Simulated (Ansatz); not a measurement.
## Two runs on Al$_{2}$Cu

System: Al$_{2}$Cu (I4/mmm, 3 atoms in the cell).
Method of run 1: DFT PBE, scalar-relativistic, plane waves, PAW, no spin polarisation (Ansatz 0.2.0).

The structure derives from a Materials Project entry. Text and figures count atoms from 1; the logs count them from 0 in places.

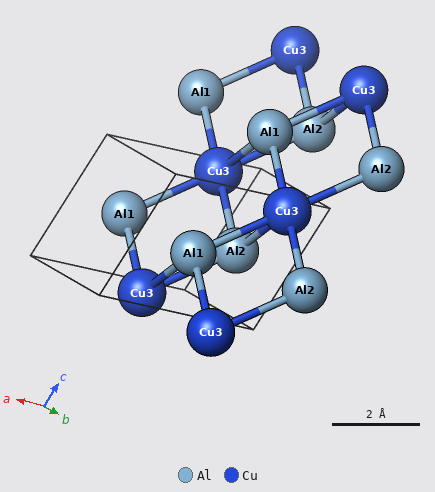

The input geometry (ball-and-stick view of the cell of the calculation, repeated 1 × 2 × 2, seen at an oblique angle; atoms are numbered from 1 in the order of the input). An atom can appear more than once, as a periodic image. Near neighbours in the periodic cell (some may lie outside the picture): Al has 4 Cu at 2.48 Å; Cu has 8 Al at 2.48 Å.

**Input file, run 1**
```yaml
crystal:
  lattice:
    - [-2.0303375, 2.0303375, 2.851094]
    - [2.0303375, -2.0303375, 2.851094]
    - [2.0303375, 2.0303375, -2.851094]
  atoms:
    - { symbol: Al, position: [0.75, 0.25, 0.5] }
    - { symbol: Al, position: [0.25, 0.75, 0.5] }
    - { symbol: Cu, position: [0.5, 0.5, 0.0] }
basis:
  ecutwfc: 420
kpoints:
  mp_grid: { grid: [6, 6, 6] }
hamiltonian:
  xc: pbe
scf:
  occupations: { method: gaussian, width: 0.1 }
output:
  forces: true
  stress: true
  eigenvalues: true
```

Command:
```bash
ansatz run input.yaml --threads 4 --pin off --max-ram 10240MiB --backend cpu --events-out ev --progress --plain --runs-dir out
```

Hardware: 4 threads of Oxide Virtual Turin-like (Zen 5), 32 GiB of memory available, shared host.

**Output, shortened to warnings, some set-up lines, iterations and results (run 1)**
```
Basis set: ecut = 420 eV, 925 PW (Γ), exchange–correlation on 60×60×60 points (8 copies of the dense FFT grid, shifted against one another)
Symmetry: 16 space group operations
k-points: 30 of 216
Initial density: superposition of atomic densities (neutral atoms: chi_scale 0, normalization atom), corrected by the library's trained network
[...]
SCF iter   1: F=—  HF=-7700.725746 eV  |F-HF|=—  |Δ(HF+E_count)|=         —  Δρ=1.34e-3  dr2=6.81e-4  ethr=1.77e-3  ⟨swp⟩=5.1  Hψ=2522  notcnv=0
SCF iter   2: F=—  HF=-7700.725936 eV  |F-HF|=—  |Δ(HF+E_count)|=   1.90e-4  Δρ=7.81e-4  dr2=2.75e-4  ethr=2.72e-6  ⟨swp⟩=1.8  Hψ=879  notcnv=0
SCF iter   3: F=—  HF=-7700.726151 eV  |F-HF|=—  |Δ(HF+E_count)|=   2.15e-4  Δρ=2.01e-4  dr2=3.28e-5  ethr=1.10e-6  ⟨swp⟩=2.2  Hψ=733  notcnv=0
SCF iter   4: F=—  HF=-7700.726182 eV  |F-HF|=—  |Δ(HF+E_count)|=   3.10e-5  Δρ=1.99e-4  dr2=1.57e-5  ethr=1.31e-7  ⟨swp⟩=2.0  Hψ=732  notcnv=0
SCF iter   5: F=—  HF=-7700.726184 eV  |F-HF|=—  |Δ(HF+E_count)|=   2.39e-6  Δρ=1.24e-4  dr2=4.66e-6  ethr=6.29e-8  ⟨swp⟩=2.0  Hψ=706  notcnv=0
SCF iter   6: F=—  HF=-7700.726184 eV  |F-HF|=—  |Δ(HF+E_count)|=   1.99e-8  Δρ=6.83e-5  dr2=1.53e-6  ethr=1.86e-8  ⟨swp⟩=1.0  Hψ=500  notcnv=0
SCF iter   7: F=-7700.726184 eV  HF=-7700.726184 eV  |F-HF|=1.03e-7  |Δ(HF+E_count)|=   1.52e-7  Δρ=1.68e-5  dr2=8.98e-8  ethr=4.00e-10  ⟨swp⟩=3.7  Hψ=1909  notcnv=0
SCF 1 converged in 7 iterations: F = -7700.726184 eV  dr2 = 8.98e-8
SCF converged after 7 iterations
Free energy (F): -7700.726184 eV
Harris-Foulkes:  -7700.726184 eV  (|F-HF|=1.03e-7)
Internal energy: -7700.720638 eV  (E = F + TS)
E sigma→0 (E₀):  -7700.723411 eV
Entropy (-TS):   -0.005546 eV (-1.849 meV/atom)
Fermi energy:    9.398470 eV
--- Per-component energies (eV) ---
  E_band       = -490.543751
  E_kinetic    = 346.535842
  E_local      = -5881.763982  (includes V_loc(G=0)·N_el)
  E_nonlocal   = 401.006882
  E_hartree    = 2632.258808
  E_xc         = -170.630628
  E_vxc        = -175.664524  (∫ρ·V_xc dr)
  E_paw        = -2589.965986  (= ΣΔE_a)
  E_vpaw       = -445.203512  (= ΣTr[D̂ρ^β])
  E_aug_tail   = 0.000262  (compensation charges beyond the density's cutoff)
  E_ewald      = -2438.161835
  E_smearing   = -0.005546  (= −TS)
  E_closure    = 0.000000  (closes the sum)
  Σ components = -7700.726184   (vs F -7700.726184, Δ=0.00e0)
--- Forces (eV/Å), atoms counted from 1 ---
  atom   1  Al    -0.00000000     0.00000000     0.00000000
  atom   2  Al     0.00000000    -0.00000000     0.00000000
  atom   3  Cu    -0.00000000    -0.00000000     0.00000000
  max |Σ_I F_I| component: 6.94e-18 eV/Å
--- Stress (GPa, compression-positive) ---
        2.768563      -0.000000       0.000000
       -0.000000       2.768563       0.000000
        0.000000       0.000000       2.829569
  P = ⅓ Tr σ = 2.7889 GPa (27.889 kbar)
```

For run 2 the input was changed thus:
```diff
-    - [-2.0303375, 2.0303375, 2.851094]
-    - [2.0303375, -2.0303375, 2.851094]
-    - [2.0303375, 2.0303375, -2.851094]
+    - [-2.0446280252, 2.0446280252, 2.8912313269]
+    - [2.0446280252, -2.0446280252, 2.8912313269]
+    - [2.0446280252, 2.0446280252, -2.8912313269]
-  mp_grid: { grid: [6, 6, 6] }
+  mp_grid: { grid: [14, 14, 14] }
```

How does run 2 compare with run 1?

With the same functional and potentials, run 2 lies 3.8 meV per atom lower (other lines of the input change too). The pressure goes from 2.79 to 0.01 GPa. The volume per atom goes from 15.67 to 16.12 Å³. The SCF takes 6 iterations against 7. The irreducible k-points go from 30 to 244. The plane waves at Γ go from 925 to 941.

**Output, shortened to warnings, some set-up lines, iterations and results (run 2)**
```
Basis set: ecut = 420 eV, 941 PW (Γ), exchange–correlation on 60×60×60 points (8 copies of the dense FFT grid, shifted against one another)
Symmetry: 16 space group operations
k-points: 244 of 2744
Initial density: superposition of atomic densities (neutral atoms: chi_scale 0, normalization atom), corrected by the library's trained network
[...]
SCF iter   1: F=—  HF=-7700.737084 eV  |F-HF|=—  |Δ(HF+E_count)|=         —  Δρ=1.34e-3  dr2=7.25e-4  ethr=1.77e-3  ⟨swp⟩=5.2  Hψ=20803  notcnv=0
SCF iter   2: F=—  HF=-7700.737373 eV  |F-HF|=—  |Δ(HF+E_count)|=   2.90e-4  Δρ=8.41e-4  dr2=4.02e-4  ethr=2.90e-6  ⟨swp⟩=2.3  Hψ=7878  notcnv=0
SCF iter   3: F=—  HF=-7700.737609 eV  |F-HF|=—  |Δ(HF+E_count)|=   2.36e-4  Δρ=5.97e-4  dr2=1.64e-4  ethr=1.61e-6  ⟨swp⟩=2.5  Hψ=6014  notcnv=0
SCF iter   4: F=—  HF=-7700.737689 eV  |F-HF|=—  |Δ(HF+E_count)|=   7.95e-5  Δρ=1.44e-4  dr2=1.31e-5  ethr=6.57e-7  ⟨swp⟩=2.1  Hψ=6021  notcnv=0
SCF iter   5: F=—  HF=-7700.737700 eV  |F-HF|=—  |Δ(HF+E_count)|=   1.14e-5  Δρ=6.20e-5  dr2=1.41e-6  ethr=5.25e-8  ⟨swp⟩=2.0  Hψ=6139  notcnv=0
SCF iter   6: F=-7700.737700 eV  HF=-7700.737700 eV  |F-HF|=9.60e-8  |Δ(HF+E_count)|=   2.84e-7  Δρ=1.46e-5  dr2=8.80e-8  ethr=4.00e-10  ⟨swp⟩=3.5  Hψ=15925  notcnv=0
SCF 1 converged in 6 iterations: F = -7700.737700 eV  dr2 = 8.80e-8
SCF converged after 6 iterations
Free energy (F): -7700.737700 eV
Harris-Foulkes:  -7700.737700 eV  (|F-HF|=9.60e-8)
Internal energy: -7700.732428 eV  (E = F + TS)
E sigma→0 (E₀):  -7700.735064 eV
Entropy (-TS):   -0.005272 eV (-1.757 meV/atom)
Fermi energy:    9.108296 eV
--- Per-component energies (eV) ---
  E_band       = -496.849820
  E_kinetic    = 345.318588
  E_local      = -5920.472603  (includes V_loc(G=0)·N_el)
  E_nonlocal   = 401.402296
  E_hartree    = 2648.875549
  E_xc         = -169.989423
  E_vxc        = -174.815321  (∫ρ·V_xc dr)
  E_paw        = -2590.370474  (= ΣΔE_a)
  E_vpaw       = -446.060386  (= ΣTr[D̂ρ^β])
  E_aug_tail   = 0.000241  (compensation charges beyond the density's cutoff)
  E_ewald      = -2415.496601
  E_smearing   = -0.005272  (= −TS)
  E_closure    = 0.000000  (closes the sum)
  Σ components = -7700.737700   (vs F -7700.737700, Δ=0.00e0)
--- Forces (eV/Å), atoms counted from 1 ---
  atom   1  Al    -0.00000000    -0.00000000     0.00000000
  atom   2  Al    -0.00000000     0.00000000     0.00000000
  atom   3  Cu     0.00000000     0.00000000     0.00000000
  max |Σ_I F_I| component: 1.04e-17 eV/Å
--- Stress (GPa, compression-positive) ---
        0.010560       0.000000       0.000000
        0.000000       0.010560       0.000000
        0.000000       0.000000       0.019409
  P = ⅓ Tr σ = 0.0135 GPa (0.135 kbar)
```

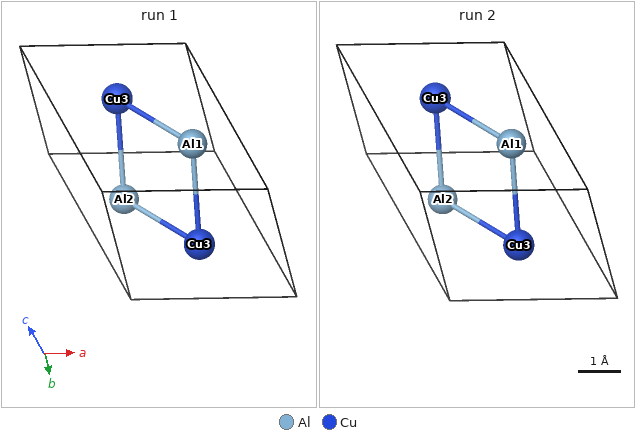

The two input geometries at one scale (ball-and-stick view of the cell of the calculation, seen at an oblique angle). No atom moves by more than 0.005 Å relative to the cell. Cell: a = b = c 4.046 → 4.089 Å (+1.1 %), α 119.8° → 120.0°, β 119.8° → 120.0°, γ 90.4° → 90.0°. Volume +2.8 %. Among the contacts that change: Al1–Cu3 2.481 → 2.504 Å.

**The two runs side by side**

| quantity | run 1 | run 2 |
| --- | --- | --- |
| outcome | converged | converged |
| free energy per atom (eV) | −2566.9087 | −2566.9126 |
| energy per atom, smearing taken to zero (eV) | −2566.9078 | −2566.9117 |
| gap on the mesh (eV) | 0.00 | 0.00 |
| pressure (GPa) | 2.79 | 0.01 |
| volume per atom (Å³) | 15.67 | 16.12 |
| largest force (eV/Å) | 0.000 | 0.000 |
| SCF iterations | 7 | 6 |
| irreducible k-points | 30 | 244 |
| plane waves at Γ | 925 | 941 |
| wall time (shared host) | 0.53 s | 1.9 s |
